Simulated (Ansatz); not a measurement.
System: Li$_{5}$NbO$_{5}$.

```
Li Nb O
1.0
     5.52121    0.00000   -0.00566
     0.00000    8.85541    0.00000
    -2.19866    0.00000    8.37902
Li Nb O
20 4 20
Direct
  0.37082 0.32729 0.43574
  0.87082 0.82729 0.43574
  0.15976 0.38494 0.04758
  0.65976 0.88494 0.04758
  0.00000 0.66037 0.25000
  0.50000 0.16037 0.25000
  0.37082 0.67271 0.93574
  0.87082 0.17271 0.93574
  0.15976 0.61506 0.54758
  0.65976 0.11506 0.54758
  0.34024 0.88494 0.45242
  0.84024 0.38494 0.45242
  0.12918 0.82729 0.06426
  0.62918 0.32729 0.06426
  0.00000 0.33963 0.75000
  0.50000 0.83963 0.75000
  0.34024 0.11506 0.95242
  0.84024 0.61506 0.95242
  0.12918 0.17271 0.56426
  0.62918 0.67271 0.56426
  0.00000 0.08520 0.25000
  0.50000 0.58520 0.25000
  0.00000 0.91480 0.75000
  0.50000 0.41480 0.75000
  0.16074 0.16762 0.10326
  0.66074 0.66762 0.10326
  0.31903 0.11000 0.41647
  0.81903 0.61000 0.41647
  0.16074 0.83238 0.60326
  0.66074 0.33238 0.60326
  0.31903 0.89000 0.91647
  0.81903 0.39000 0.91647
  0.00000 0.87687 0.25000
  0.50000 0.37687 0.25000
  0.00000 0.12313 0.75000
  0.50000 0.62313 0.75000
  0.18097 0.61000 0.08353
  0.68097 0.11000 0.08353
  0.33926 0.66762 0.39674
  0.83926 0.16762 0.39674
  0.18097 0.39000 0.58353
  0.68097 0.89000 0.58353
  0.33926 0.33238 0.89674
  0.83926 0.83238 0.89674
```

Space group C2/c; a structure from a database of computed crystals, not necessarily the ambient phase; changed on purpose from its base cell (volume × 0.91, shape and atoms relaxed); computed pressure about 9 GPa in this cell.

All numbers below come from DFT PBEsol, scalar-relativistic, plane waves, PAW in Ansatz.

Predict the valence pseudo-density and electron localisation function between the atoms.

Answer. Nb–O (1.84 Å): ρ is about 1.3 e/Å³ halfway; the ELF peaks at about 0.80 in the valence shell of O, 0.6 Å from its nucleus, and drops to about 0.30 between the two atoms.
Li–O (1.89 Å): ρ is about 0.41 e/Å³ halfway; the ELF peaks at about 0.85 in the valence shell of O, 0.6 Å from its nucleus, and falls to about 0.05 next to Li: a largely ionic contact.
Li–O (1.95 Å): ρ at the midpoint is about 0.39 e/Å³; the ELF peaks at about 0.80 in the valence shell of O, 0.6 Å from its nucleus, and falls to about 0 next to Li (an ionic contact with no shared pair).
Li–O (1.97 Å): ρ is about 0.36 e/Å³ halfway; the ELF peaks at about 0.85 in the valence shell of O, 0.6 Å from its nucleus, and falls to about 0 next to Li: a closed-shell, largely ionic contact.

Metal or insulator at this level of theory?

Answer. It is gapped, with a Kohn–Sham gap of 4.0 eV on the k-point mesh (the band edges may lie off the mesh, which would make the gap smaller).

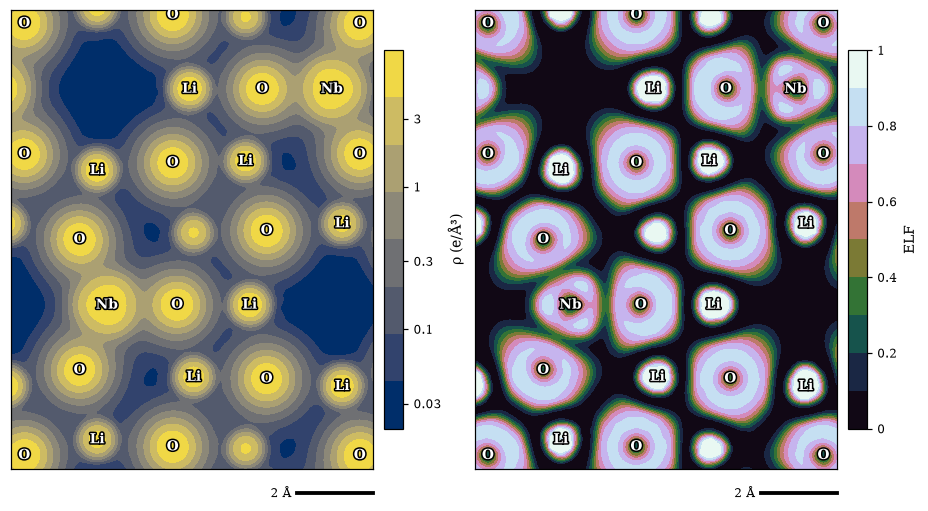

Computed valence pseudo-density and electron localisation function on the (101) plane of the conventional cell, in this order. Atoms just off the plane (Li, 0.3 Å away) can leave unmarked features too.

In a PAW calculation such maps are meaningful between the atoms, not at the nuclei.
